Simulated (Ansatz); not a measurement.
GaP

```
Ga P
1.0
     4.73577    0.00000    0.00000
     0.00000    5.00865    0.00000
     0.00000    0.00000   13.68353
Ga P
12 12
Direct
  0.00000 0.09945 0.59105
  0.50000 0.59945 0.59105
  0.00000 0.90055 0.40895
  0.50000 0.40055 0.40895
  0.00000 0.90055 0.09105
  0.50000 0.40055 0.09105
  0.00000 0.09945 0.90895
  0.50000 0.59945 0.90895
  0.00000 0.58132 0.25000
  0.50000 0.08132 0.25000
  0.00000 0.41868 0.75000
  0.50000 0.91868 0.75000
  0.00000 0.39703 0.07156
  0.50000 0.89703 0.07156
  0.00000 0.60297 0.92844
  0.50000 0.10297 0.92844
  0.00000 0.60297 0.57156
  0.50000 0.10297 0.57156
  0.00000 0.39703 0.42844
  0.50000 0.89703 0.42844
  0.00000 0.10366 0.25000
  0.50000 0.60366 0.25000
  0.00000 0.89634 0.75000
  0.50000 0.39634 0.75000
```

Space group Cmcm; a generated structure, not necessarily the stable one; computed pressure about 24 GPa in this cell.

Computed with DFT PBEsol, scalar-relativistic, plane waves, PAW (Ansatz).

> What will maps of the valence pseudo-density and electron localisation function show?

P–P (2.21 Å): ρ at the midpoint is about 0.73 e/Å³; the ELF peaks at about 0.85 between the atoms.
Ga–P (2.39 Å): the density is about 0.49 e/Å³ at the midpoint; the ELF peaks at about 0.85 in the valence shell of P, 0.8 Å from its nucleus, and is about 0.65 at the midpoint.
Ga–P (2.50 Å): ρ at the midpoint is about 0.39 e/Å³; the ELF peaks at about 0.85 in the valence shell of P, 0.8 Å from its nucleus, and is about 0.55 at the midpoint.
Ga–P (2.62 Å): ρ is about 0.33 e/Å³ halfway; the ELF peaks at about 0.75 in the valence shell of P, 0.9 Å from its nucleus, and is about 0.45 at the midpoint.

> Does the calculation give a band gap?

It is gapless in this calculation (a metal or semimetal).

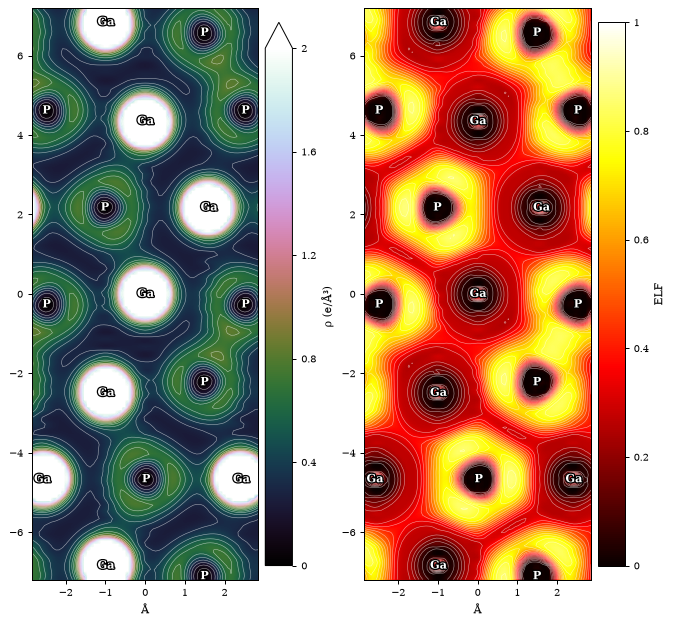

Computed valence pseudo-density and electron localisation function on the (100) plane of the conventional cell, in this order. 

Core electrons are frozen (PAW), and the valence fields are smoothed inside the atomic spheres.
